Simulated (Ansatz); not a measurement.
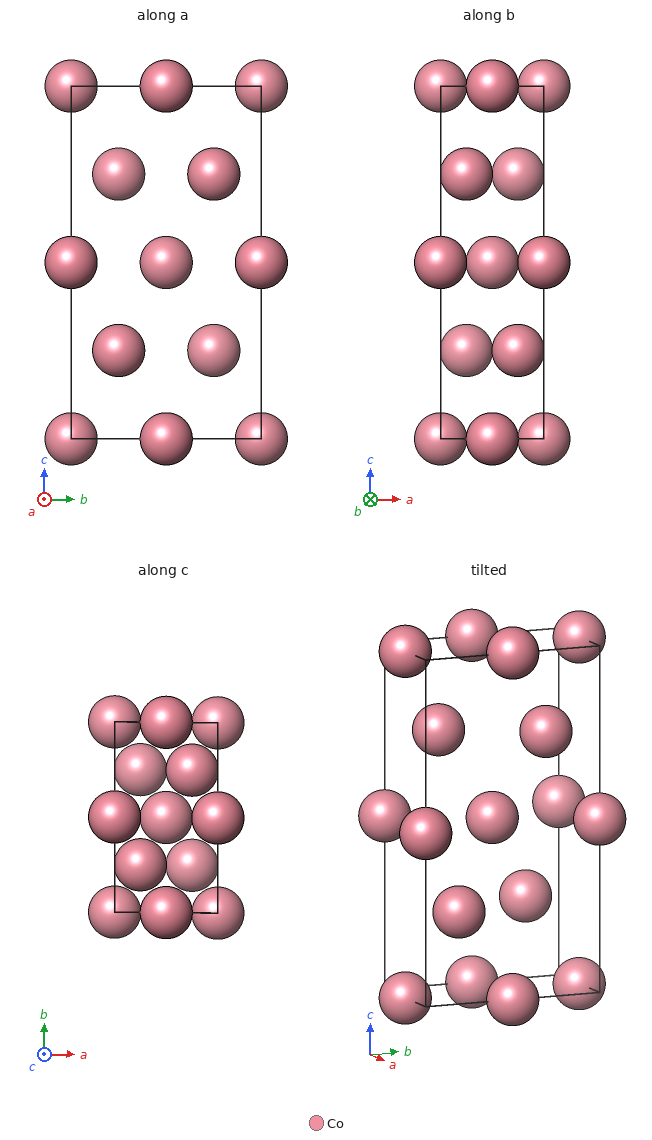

This spheres-only model is shown along the a axis, along the b axis, along the c axis and slightly off an axis. The parallelepiped is the drawn cell (a repeat of the simulation cell).

Lattice parameters: a = 2.402 Å, b = 4.425 Å, c = 8.206 Å, α = 90.00°, β = 90.00°, γ = 90.57°. Put a along x and b in the xy plane.

Record the structure as a POSCAR file.

Answer.
```
Co
1.0
     2.402    0.000    0.000
    -0.044    4.425    0.000
     0.000    0.000    8.206
Co
8
Direct
  0.2500 0.7500 0.2506
  0.7500 0.7500 0.7506
  0.2500 0.2500 0.7506
  0.0000 0.5000 0.0000
  0.5000 0.5000 0.5000
  0.0000 0.0000 0.5000
  0.7500 0.2500 0.2506
  0.5000 0.0000 0.0000
```

The model was built from a structure type filled with this element by a generator (whether the element takes this form wasn't checked). Earlier steps of the study may have refined or changed the cell and positions. A calculation with Ansatz used it as input.
